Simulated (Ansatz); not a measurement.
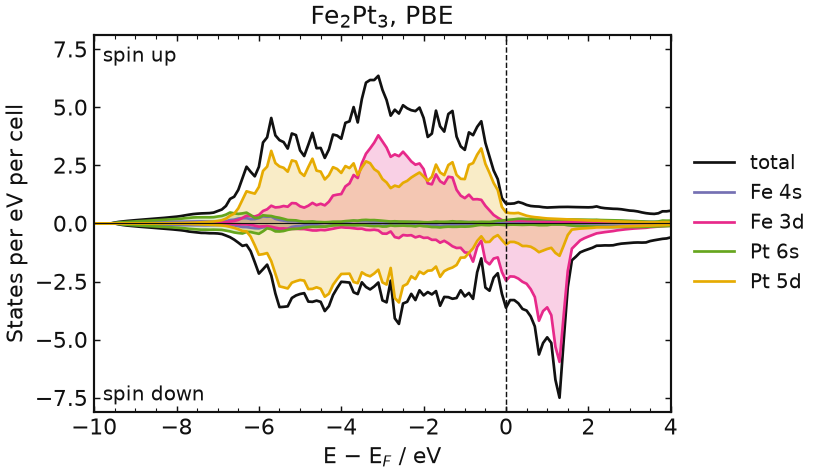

Density of states. Energies are counted from the Fermi level. The partial curves are projected on Löwdin-orthogonalised atomic shells. Spin-down states are drawn negative.

System: Fe2Pt3, space group C2/m, 5 atoms in the cell.

```cif
data_structure
_symmetry_space_group_name_H-M 'P 1'
_symmetry_Int_Tables_number 1
_cell_length_a 4.7111
_cell_length_b 4.7111
_cell_length_c 5.9967
_cell_angle_alpha 128.997
_cell_angle_beta 128.997
_cell_angle_gamma 48.622
_cell_volume 72.24
loop_
_atom_site_label
_atom_site_type_symbol
_atom_site_fract_x
_atom_site_fract_y
_atom_site_fract_z
_atom_site_occupancy
Fe1 Fe 0.40784 0.40784 0.70856 1
Fe2 Fe 0.59216 0.59216 0.29144 1
Pt1 Pt 0.00000 0.00000 0.50000 1
Pt2 Pt 0.79938 0.79938 0.88503 1
Pt3 Pt 0.20062 0.20062 0.11497 1
```

Computed with Ansatz 0.2.0: DFT PBE, scalar-relativistic, plane waves, PAW, spin-polarised, 12×12×10 k mesh, Gaussian smearing of 0.1 eV.

Question: What is the density of states at the Fermi level?

Answer: It is a metal. The density of states at the Fermi level is about 4.2 per eV and cell (mean within 0.25 eV), or 0.84 per atom.

Question: Is the cell magnetic? Give the net moment.

Answer: The two spin channels differ: the cell has a net moment of 7.1 μB, with spin up in the majority.

Question: Which states dominate at the Fermi level?

Answer: By projected weight, the states within 0.3 eV of the Fermi level are Fe 3d (55 %) and Pt 5d (40 %).

The structure is an invented one, so it need not be a known or stable phase. Spin-orbit coupling is left out, which matters for Pt.
